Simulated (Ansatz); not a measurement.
# Quasiparticle gap of BaTiO3 (P4mm), part 2 of 2

Aim: the quasiparticle gap of BaTiO3 (P4mm), starting from r2SCAN.

Ansatz 0.2.0; r2SCAN, then G0W0 on it, plane waves, PAW. Known limits of the many-body steps: finite bands, screening cutoff and k mesh; no spin-orbit coupling in G0W0.

So far. Step 2 (Bands along the symmetry lines): Over mesh and path the gap is 2.186 eV, from k = (0.500, 0.500, 0.500) to k = Γ. The least direct gap found is 2.442 eV, at k = Γ.

The database entry behind the starting cell differs from later determinations by our own check (c/a about 0.6 % short), so it need not match the best structure at ambient conditions.

In doubt: masses and optical values from hybrid runs of this build are listed as unsure (in some of the runs), which bears on the screening that GW takes from such a start.

## 3. One-shot GW

G0W0 replaces the xc potential by a self-energy built once from the orbitals of the start. Levels are corrected in the window of bands that the input names, at points of the mesh.

This step: G0W0 on r2SCAN, plane waves, PAW.

Input file input.yaml:

```yaml
crystal:
  lattice:
    - [3.9998, 0.0, 0.0]
    - [0.0, 3.9998, 0.0]
    - [0.0, 0.0, 4.018]
  atoms:
    - { symbol: Ba, position: [0.0, 0.0, 0.0] }
    - { symbol: Ti, position: [0.5, 0.5, 0.49] }
    - { symbol: O, position: [0.5, 0.5, 0.019] }
    - { symbol: O, position: [0.5, 0.0, 0.517] }
    - { symbol: O, position: [0.0, 0.5, 0.517] }
kpoints:
  mp_grid: { grid: [4, 4, 4] }
hamiltonian:
  xc: r2scan
scf:
  occupations: { method: fixed }
gw:
  n_empty_bands: 509
  ecut_chi: 230.0
  qp_bands: [v2, c2]
  qp_kpoints: band_edges
  screening: { model: contour_deformation }
```

Launch:

```
$ ansatz run input.yaml --threads 2 --pin off --max-ram 92160MiB --backend cuda --events-out ev --progress --plain --runs-dir out --devices 1 --max-vram 13GiB  # rebuilt from the run's record
```

Numbers of over 12 decimals in the logs are rounded to 6 here.

The program printed:

```text
GPUs: using 1 of 1 available (devices: 1).
[...]
GPU FFT provider: cuFFT
GPU libraries: cuBLAS 13.8.2, cuFFT 12.4.0, cuSOLVER 12.3.4
Crystal: 5 atoms, lattice volume = 64.282 Å³
Basis set: ecut = 500 eV, 1647 PW (Γ), exchange–correlation on 120×120×120 points (64 copies of the dense FFT grid, shifted against one another)
Bands: 25, of which v1, the nominal top of the filled ones, is band 20 counted from 1 (19 counted from 0)
Symmetry: 8 space group operations
[...]
k-points: 18 of 64 (time reversal used)
[...]
GPU buffer pool allocated for 27000 grid points (all kernels)
[...]
SCF iter   1: F=—  HF=-10183.702819 eV  |F-HF|=—  |Δ(HF+E_count)|=         —  Δρ=2.18e-2  dr2=3.87e-1  dr2_τ=2.42e-1  ethr=1.77e-3  ⟨swp⟩=4.4  Hψ=1924  notcnv=0  defer=23
[...]
SCF iter   9: F=-10183.797257 eV  HF=-10183.797257 eV  |F-HF|=8.36e-9  |Δ(HF+E_count)|=   2.19e-8  Δρ=3.82e-6  dr2=1.01e-8  dr2_τ=1.98e-10  ethr=2.50e-10  ⟨swp⟩=7.1  Hψ=1801  notcnv=0
SCF 1 converged in 9 iterations: F = -10183.797257 eV  dr2 = 1.01e-8
[...]
NSCF: frozen V_eff on 18 k-points, pencils in batches of 32, up to order 100
the band table was solved once the SCF had ended and its energy, with any forces and stress, was formed, with the checks that follow a solve (1926 applications of the Hamiltonian). They found nothing against the state; the energy, forces and stress were not computed again (output.eigenvalues in the input reference)
[...]
NSCF: frozen V_eff on 18 k-points
G₀W₀ screening: q 1/18
[... further progress lines ...]
SCF converged after 9 iterations
Free energy (F): -10183.797257 eV
[...]
Internal energy: -10183.797257 eV  (E = F + TS)
E sigma→0 (E₀):  -10183.797257 eV
Fermi energy:    9.993473 eV
[...]
--- Band table (eV; the first three rows and the last of 18) ---
  k-point 0: bands = [... 16 lower, 8.8067, 9.7125, 9.7373, 9.7373, 12.1707, 12.3742, 12.3742, 14.2958, ... 1 higher]
  k-point 1: bands = [... 16 lower, 8.4217, 8.7518, 9.5023, 9.5023, 12.2296, 13.1869, 13.1869, 14.2953, ... 1 higher]
  k-point 2: bands = [... 16 lower, 8.0913, 8.1031, 9.3014, 9.3014, 12.2905, 13.9016, 13.9016, 14.2962, ... 1 higher]
  k-point 17: bands = [... 16 lower, 7.6144, 9.9071, 9.9071, 9.9935, 14.5285, 14.5285, 14.5316, 17.2631, ... 1 higher]
--- G₀W₀: contour deformation, 7 samples at zero and on the imaginary axis and 1 off it, 64 q-points, 509 empty bands' worth ---
  eigenvalues of the whole cell's RPA ε∞ on this k-mesh (on a slab, of 1 + 4πα/V) = 5.4430, 5.7116, 5.7116; static W/v taken at q = 0 is 0.177868
  gw.qp_kpoints: band_edges: 12 of 18 stored k-points solved, in 1 pass; an edge of the gap read off the rows below is read off those points alone
    valence top: of the k-points left out ik 13 came nearest to being solved in a further pass, in band 20 (counted from 1, as in the quasiparticle table): it holds the edge there only if its correction is more favourable than any solved in that band by at least 0.516 eV; those differ by 0.057 eV
    conduction bottom: of the k-points left out ik 4 came nearest to being solved in a further pass, in band 21 (counted from 1, as in the quasiparticle table): it holds the edge there only if its correction is more favourable than any solved in that band by at least 0.908 eV; those differ by 0.093 eV
    ik  band        ε_KS         Σx   Σc(E_QP)       V_xc       Z   E_QP_lin       E_QP  E_QP is
     0    19      9.7373   -25.7846     3.9294   -21.5531  0.7305     9.4335     9.4352  root
     0    20      9.7373   -25.7846     3.9294   -21.5531  0.7305     9.4335     9.4352  root
     0    21     12.1707   -12.5249    -6.6766   -20.0190  0.7366    13.0007    12.9882  root
     0    22     12.3742   -12.9577    -6.4261   -20.2167  0.7357    13.2199    13.2069  root
     1    19      9.5023   -25.7349     4.0581   -21.3633  0.7281     9.1869     9.1888  root
     1    20      9.5023   -25.7349     4.0581   -21.3633  0.7281     9.1869     9.1888  root
     1    21     12.2296   -12.6390    -6.7626   -20.2352  0.7341    13.0763    13.0630  root
     1    22     13.1869   -13.9822    -6.6743   -21.5383  0.7162    14.0861    14.0686  root
     2    19      9.3014   -25.7694     4.2054   -21.2368  0.7266     8.9721     8.9742  root
     2    20      9.3014   -25.7694     4.2054   -21.2368  0.7266     8.9721     8.9742  root
     2    21     12.2905   -12.7637    -6.8550   -20.4691  0.7314    13.1550    13.1408  root
     2    22     13.9016   -14.5967    -7.1970   -22.7120  0.6946    14.8439    14.8200  root
     3    19      9.3537   -25.4207     3.8295   -21.2723  0.7286     9.0329     9.0348  root
     3    20      9.4387   -25.8019     4.0409   -21.4488  0.7282     9.1246     9.1265  root
     3    21     12.4221   -13.0254    -6.5346   -20.4064  0.7334    13.2822    13.2685  root
     3    22     13.0832   -13.9095    -6.7193   -21.4891  0.7154    13.9602    13.9435  root
     6    19      9.0635   -25.5330     4.0237   -21.1684  0.7268     8.7202     8.7226  root
     6    20      9.1576   -25.8326     4.1943   -21.3080  0.7260     8.8251     8.8273  root
     6    21     12.4783   -13.1066    -6.6619   -20.6322  0.7307    13.3566    13.3419  root
     6    22     13.8397   -14.5557    -7.2145   -22.6627  0.6930    14.7553    14.7323  root
     8    19      9.1237   -25.2778     4.3612   -20.5496  0.7165     8.7535     8.7567  root
     8    20      9.8618   -25.7850     4.3886   -21.0970  0.7214     9.5606     9.5624  root
     8    21     13.8706   -14.5530    -7.3144   -22.7617  0.6912    14.7884    14.7649  root
     8    22     13.9221   -14.5640    -7.2915   -22.7743  0.6933    14.8651    14.8409  root
     9    19      9.1014   -25.3825     4.0216   -21.0230  0.7271     8.7612     8.7635  root
     9    20      9.5197   -25.5259     4.2737   -20.9322  0.7201     9.1975     9.1997  root
     9    21     13.0290   -13.7084    -6.7720   -21.3599  0.7202    13.9252    13.9084  root
     9    22     13.2043   -14.1378    -6.7408   -21.7696  0.7139    14.1134    14.0953  root
    12    19      8.9304   -25.2260     4.2482   -20.6234  0.7214     8.5732     8.5760  root
    12    20      9.5182   -25.3316     4.3652   -20.6458  0.7171     9.1953     9.1976  root
    12    21     13.1415   -13.9451    -6.8296   -21.6678  0.7159    14.0527    14.0347  root
    12    22     13.8804   -14.5897    -7.2252   -22.7244  0.6940    14.8135    14.7899  root
    14    19      9.4809   -25.3402     4.4206   -20.5975  0.7167     9.1565     9.1588  root
    14    20      9.8841   -25.8400     4.3897   -21.1578  0.7215     9.5900     9.5917  root
    14    21     14.1741   -14.5160    -7.5441   -22.9454  0.6833    15.0838    15.0594  root
    14    22     14.1765   -14.5744    -7.4684   -22.9534  0.6873    15.1127    15.0871  root
    15    19      9.0397   -25.2814     4.3100   -20.5841  0.7201     8.6490     8.6525  root
    15    20      9.9447   -25.8171     4.4171   -21.1134  0.7199     9.6564     9.6581  root
    15    21     13.8936   -14.6036    -7.2494   -22.7638  0.6935    14.8283    14.8045  root
    15    22     13.8936   -14.6036    -7.2494   -22.7638  0.6935    14.8283    14.8045  root
    16    19      9.3909   -25.3154     4.3848   -20.5924  0.7190     9.0502     9.0527  root
    16    20      9.9689   -25.8738     4.4166   -21.1773  0.7201     9.6875     9.6891  root
    16    21     14.1885   -14.5876    -7.4675   -22.9598  0.6862    15.1186    15.0932  root
    16    22     14.1885   -14.5876    -7.4675   -22.9598  0.6862    15.1186    15.0932  root
    17    19      9.9071   -25.8971     4.3910   -21.2205  0.7216     9.6198     9.6214  root
    17    20      9.9935   -25.9327     4.4168   -21.2429  0.7202     9.7190     9.7205  root
    17    21     14.5285   -14.6045    -7.8102   -23.3164  0.6752    15.4584    15.4302  root
    17    22     14.5285   -14.6045    -7.8102   -23.3164  0.6752    15.4584    15.4302  root
```

Run time: 61 s. Hardware: 1 × NVIDIA H100 80GB HBM3 (shared by 6 runs) with 2 threads of AMD EPYC 7R13 (Zen 3), shared host; peak memory 2.2 GiB.

This step gave:

```
bands summed                                    : 529
RPA ε∞ on this mesh (eigenvalues)               : 5.443, 5.712, 5.712
plane waves in the screening matrix             : 485
q-points in the mesh                            : 64
G0W0 gap over the corrected points              : 3.268 eV
k of the valence top                            : -0.5, -0.5, -0.5
k of the conduction bottom                      : 0, 0, 0
starting gap on the mesh                        : 2.177 eV
Z at the valence top                            : 0.7202
Z at the conduction bottom                      : 0.7366
least direct G0W0 gap over the corrected points : 3.553 eV
```

Over 12 of 18 irreducible mesh points the G0W0 gap is 3.268 eV, from k = (-0.500, -0.500, -0.500) to k = Γ. The r2SCAN gap of this run on the mesh is 2.177 eV. The two states that bound the G0W0 gap lie that far apart at the start, so the correction of the gap is 3.268 − 2.177 = +1.091 eV. The start of this run differs from the step before in mesh (6×6×6 and 4×4×4).

Labels follow the order of the start: v1 is the top filled band, c1 the lowest empty one; levels that stay degenerate share a row, the window can cut a multiplet, doubted levels are not marked in this list, bands outside the window were not corrected, and the list may be a part of the corrected levels. Levels before and after the correction, in eV, zero at the valence-band top of each column:

```
           conduction bottom  valence top
Kohn-Sham               2.18         0.00
     G0W0               3.27         0.00
```

```
                            level  occupation  energy (eV)
Kohn-Sham                 Γ v2-v1           2       -0.256
Kohn-Sham                    Γ c1           0        2.177
Kohn-Sham                    Γ c2           0        2.381
Kohn-Sham     (-0.5 -0.5 -0.5) v2           2       -0.086
Kohn-Sham     (-0.5 -0.5 -0.5) v1           2        0.000
Kohn-Sham  (-0.5 -0.5 -0.5) c1-c2           0        4.535
     G0W0                 Γ v2-v1           2       -0.285
     G0W0                    Γ c1           0        3.268
     G0W0                    Γ c2           0        3.486
     G0W0     (-0.5 -0.5 -0.5) v2           2       -0.099
     G0W0     (-0.5 -0.5 -0.5) v1           2        0.000
     G0W0  (-0.5 -0.5 -0.5) c1-c2           0        5.710
```

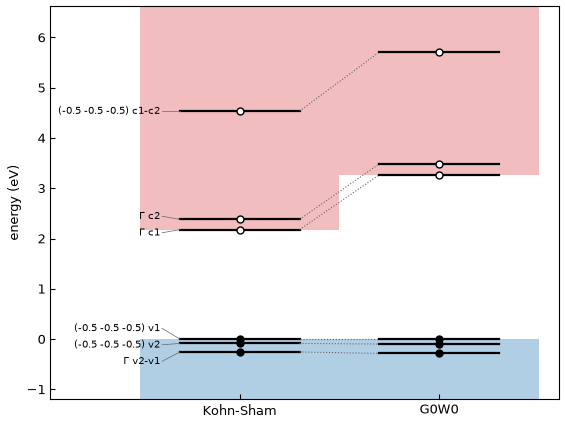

Levels before and after the correction. Shaded: valence and conduction bands. Filled marks are occupied levels, open marks empty ones.

The parts of the quasiparticle energy for the two states that bound the G0W0 gap, in eV on the run's own scale (QP = start + Σx + Σc − Vxc, with Σc at the quasiparticle energy):

```
             edge                         k  band   start       Σx      Σc      Vxc      Z      QP
      valence top  (-0.500, -0.500, -0.500)    20   9.993  −25.933   4.417  −21.243  0.720   9.720
conduction bottom                         Γ    21  12.171  −12.525  −6.677  −20.019  0.737  12.988
```

## 4. Spin-orbit coupling in r2SCAN

This run has two-component orbitals with spin-orbit coupling.

This step: DFT, r2SCAN with spin-orbit coupling, plane waves, PAW.

input.yaml, the sections that differ from step 3:

```yaml
kpoints:
  mp_grid: { grid: [6, 6, 6] }
  band_path:
    path:
      - [0.0, 0.0, 0.0]
      - [0.0, 0.5, 0.0]
      - [0.5, 0.5, 0.0]
      - [0.0, 0.0, 0.5]
      - [0.0, 0.5, 0.5]
      - [0.5, 0.5, 0.5]
    npoints: 1
scf:
  occupations: { method: fixed }
  n_extra_bands: 10
magnetization:
  noncollinear: true
  spin_orbit: true
output:
  eigenvalues: true
# crystal, hamiltonian: as in step 3
# gw: removed
```

The program printed:

```text
[...]
GPUs: using 1 of 1 available (devices: 1).
[...]
non-collinear run that drives no moment, with spin-orbit: no starting moment large enough to seed its density (crystal.atoms[].spin), no starting occupations that ask for one, no magnetisation constraint and no magnetic field, so the semilocal B_xc is pinned to zero
[...]
GPU FFT provider: cuFFT
GPU libraries: cuBLAS 13.8.2, cuFFT 12.4.0, cuSOLVER 12.3.4
Crystal: 5 atoms, lattice volume = 64.282 Å³
Basis set: ecut = 500 eV, 1647 PW (Γ), exchange–correlation on 120×120×120 points (64 copies of the dense FFT grid, shifted against one another)
Bands: 50, of which v1, the nominal top of the filled ones, is band 40 counted from 1 (39 counted from 0)
Symmetry: 8 space group operations + 8 with time reversal
[...]
k-points: 40 of 216 (time reversal used)
Projection manifold: j_resolved (fully-relativistic pseudo-atomic orbitals)
[...]
GPU buffer pool allocated for 27000 grid points (all kernels)
[...]
SCF iter   1: F=—  HF=-10169.455527 eV  |F-HF|=—  |Δ(HF+E_count)|=         —  Δρ=5.59e-2  dr2=2.44e0  dr2_τ=5.94e-2  dr2_m=0.00e0 (ungated)  ethr=3.10e-3  |M|=0.00e0 ∫|m|=0.00e0 μB  |m|>n=0.0e0 m-floor=0.0e0 τ_xc=0.0e0  β_m=0.30  ⟨swp⟩=4.5  Hψ=8638  notcnv=0  defer=190
[...]
spin=Noncollinear: Resta preconditioning applied to the charge; magnetization (m_x, m_y, m_z) channels mix plain (no charge-response kernel on spin).
SCF iter   2: F=—  HF=-10169.540863 eV  |F-HF|=—  |Δ(HF+E_count)|=   8.53e-2  Δρ=3.74e-2  dr2=9.36e-1  dr2_τ=9.61e-3  dr2_m=0.00e0 (ungated)  ethr=3.10e-3  |M|=0.00e0 ∫|m|=0.00e0 μB  |m|>n=0.0e0 m-floor=0.0e0 τ_xc=0.0e0  β_m=0.50  ⟨swp⟩=4.0  Hψ=4211  notcnv=0  defer=150
[...]
SCF iter  10: F=-10169.523770 eV  HF=-10169.523770 eV  |F-HF|=1.44e-9  |Δ(HF+E_count)|=   3.14e-8  Δρ=2.06e-6  dr2=2.52e-9  dr2_τ=2.36e-11  dr2_m=0.00e0 (ungated)  ethr=2.50e-10  |M|=0.00e0 ∫|m|=0.00e0 μB  |m|>n=0.0e0 m-floor=0.0e0 τ_xc=0.0e0  ⟨swp⟩=10.2  Hψ=7473  notcnv=0
SCF 1 converged in 10 iterations: F = -10169.523770 eV  dr2 = 2.52e-9
[...]
SCF converged after 10 iterations
Magnetization: |M| = 0.0000 μB,  M = (+0.0000, +0.0000, +0.0000) μB
Absolute magnetization: 0.0000 μB (∫|m|)
  site 0: m = (+0.0000, +0.0000, +0.0000) μB, |m| = 0.0000 μB  (R = 1.15 Å)
  site 1: m = (+0.0000, +0.0000, +0.0000) μB, |m| = 0.0000 μB  (R = 0.78 Å)
  site 2: m = (+0.0000, +0.0000, +0.0000) μB, |m| = 0.0000 μB  (R = 0.78 Å)
  site 3: m = (+0.0000, +0.0000, +0.0000) μB, |m| = 0.0000 μB  (R = 0.83 Å)
  site 4: m = (+0.0000, +0.0000, +0.0000) μB, |m| = 0.0000 μB  (R = 0.83 Å)
Free energy (F): -10169.523770 eV
[...]
Internal energy: -10169.523770 eV  (E = F + TS)
E sigma→0 (E₀):  -10169.523770 eV
Fermi energy:    9.991287 eV
[...]
--- Band table (eV; the first three rows and the last of 40) ---
  k-point 0: bands = [... 36 lower, 9.7653, 9.7653, 9.7805, 9.7805, 12.1758, 12.1758, 12.3681, 12.3681, ... 6 higher]
  k-point 1: bands = [... 36 lower, 9.5822, 9.5822, 9.6515, 9.6515, 12.2057, 12.2057, 12.7932, 12.7932, ... 6 higher]
  k-point 2: bands = [... 36 lower, 9.3721, 9.3721, 9.4210, 9.4210, 12.2658, 12.2658, 13.5439, 13.5439, ... 6 higher]
  k-point 39: bands = [... 36 lower, 9.9087, 9.9087, 9.9913, 9.9913, 14.5292, 14.5292, 14.5312, 14.5312, ... 6 higher]
```

The job ended after 13 s (1 × NVIDIA H100 80GB HBM3 (shared by 6 runs) with 2 threads; peak memory 1.1 GiB).

Numbers from this step:

* gap: 2.185 eV
* valence top at: A
* conduction bottom at: Γ
* least direct gap: 2.395 eV

Over mesh and listed points the gap is 2.185 eV, from k = (0.500, 0.500, 0.500) to k = Γ. The least direct gap found is 2.395 eV, at k = Γ. r2SCAN+SOC against r2SCAN: 2.185 − 2.186 = −0.001 eV, with the same mesh, set of files (read in its fully relativistic form for the spin-orbit run) and cutoff, and both edges at the same k points. The spin-orbit run sees mesh and listed points alone, so its gap is an upper bound: the coupling can move an edge off these points, the more so as this crystal has no centre of inversion, and the change over the zone, its sign included where it is small, is not known.

## 5. Side by side

Each gap is the least one over the points named; times are wall times on shared hosts, not benchmarks. A G0W0 time includes the run's own self-consistent start. Runs with listed points see these and the mesh alone, so an edge that moves elsewhere is missed. Rows marked * are further runs, not shown as steps, whose inputs differ from the G0W0 step on the same start in the columns given; solver thresholds can differ too. Symmetry makes (0.500, 0.500, 0.500) and (-0.500, -0.500, -0.500) one point.

```
       level   mesh       files, cutoff    bands summed, screening                            points  gap (eV)               valence top  conduction bottom  least direct gap (eV)   time
      r2SCAN  6×6×6  soft_2 PAW, 500 eV                          -                     mesh and path     2.186     (0.500, 0.500, 0.500)                  Γ                  2.442  4.9 s
  r2SCAN+SOC  6×6×6  soft_2 PAW, 500 eV                          -            mesh and listed points     2.185     (0.500, 0.500, 0.500)                  Γ                  2.395   13 s
G0W0@r2SCAN*  4×4×4  soft_2 PAW, 500 eV                 103, 69 eV  12 of 18 irreducible mesh points     3.282  (-0.500, -0.500, -0.500)                  Γ                  3.530   11 s
G0W0@r2SCAN*  4×4×4  soft_2 PAW, 500 eV                256, 138 eV  12 of 18 irreducible mesh points     3.205  (-0.500, -0.500, -0.500)                  Γ                  3.481   15 s
 G0W0@r2SCAN  4×4×4  soft_2 PAW, 500 eV                529, 230 eV  12 of 18 irreducible mesh points     3.268  (-0.500, -0.500, -0.500)                  Γ                  3.553   61 s
G0W0@r2SCAN*  4×4×4  soft_2 PAW, 500 eV  529, 230 eV, plasmon pole  12 of 18 irreducible mesh points     3.177  (-0.500, -0.500, -0.500)                  Γ                  3.468   61 s
```

## 6. Results

```json
{"r2SCAN gap over mesh and path": "2.186 eV, from k = (0.500, 0.500, 0.500) to k = Γ", "G0W0@r2SCAN gap over 12 of 18 irreducible mesh points": "3.268 eV, from k = (-0.500, -0.500, -0.500) to k = Γ", "r2SCAN+SOC gap over mesh and listed points": "2.185 eV", "GW settings": "4×4×4 mesh, 509 empty bands, screening to 230 eV", "known limits": "finite bands, screening cutoff and k mesh; no spin-orbit coupling in G0W0"}
```

**Reading.** Over 12 of 18 irreducible mesh points the G0W0 gap is 3.268 eV, from k = (-0.500, -0.500, -0.500) to k = Γ. The r2SCAN gap of this run on the mesh is 2.177 eV. The two states that bound the G0W0 gap lie that far apart at the start, so the correction of the gap is 3.268 − 2.177 = +1.091 eV. The valence state moves by 9.720 − 9.993 = −0.273 eV and the conduction state by 12.988 − 12.171 = +0.817 eV, on the run's own scale; with 103 bands the edge states move by +0.280 and +1.385 eV, so the split between the edges depends on the bands and cutoff. Both edges that r2SCAN shows over mesh and path lie at k points where levels were corrected. Levels at other points were not corrected, so a lower G0W0 gap elsewhere in the zone is not ruled out. From 103 bands and 69 eV to 529 bands and 230 eV the gap moves by 3.268 − 3.282 = −0.014 eV (rung by rung 3.282, 3.205, 3.268 eV); bands and screening cutoff rise together, so their parts are not told apart. The gap turns back along the series (3.282, 3.205, 3.268 eV), so no line is drawn and the limit is not known. With the plasmon pole model in place of the contour deformation model and all else as in the G0W0@r2SCAN row with 529 bands, the gap differs by 3.177 − 3.268 = −0.091 eV. G0W0 on other starts in this series, not shown as steps and not all at these settings: 3.581 eV on HSE06 (4×4×4, soft_2 PAW, 529 bands, 230 eV). r2SCAN+SOC against r2SCAN: 2.185 − 2.186 = −0.001 eV, with the same mesh, set of files (read in its fully relativistic form for the spin-orbit run) and cutoff, and both edges at the same k points. The spin-orbit run sees mesh and listed points alone, so its gap is an upper bound: the coupling can move an edge off these points, the more so as this crystal has no centre of inversion, and the change over the zone, its sign included where it is small, is not known. What spin-orbit coupling does to the G0W0 levels was not computed, so no sum with the G0W0 gap is formed. The G0W0 runs are scalar-relativistic. No pair of G0W0 runs that differ in the mesh alone is shown (4×4×4 is a supercell whose nearest images lie 16 Å apart), so the error from the mesh is not known here. G0W0 is shown with one set of atomic data (soft_2 PAW), so the error from the files is not known here.

[Paths, hosts, dates, memory and timing lines, banners, echoed tables and standing remarks are left out of the program output.]

[Logs are printed without paths, hosts, clocks, repeated set-up lines and the standing remarks that a program may print on its own settings, such as how far it seeks lower states.]

[Runs of the session that timed out or met a known fault of the program may be left out.]

[Cells called generated may have been cut or substituted from an entry of the Crystallography Open Database or the Materials Project.]

[Hosts, paths, dates, database ids (printed as entryN), source tags and the programs' standing remarks are cut or masked in the printed files.]

[Where an RPA ε∞ is given, it is that of the G0W0 mesh and is not shown converged in it. Names of k-points follow the symmetry that the program found, which can be lower than the space group named. Band edges on a path are those of the sampled points; other points can move an edge, and change direct to indirect where valleys lie close.]

[Hybrid gaps are those of their k-mesh and are not shown converged in it.]
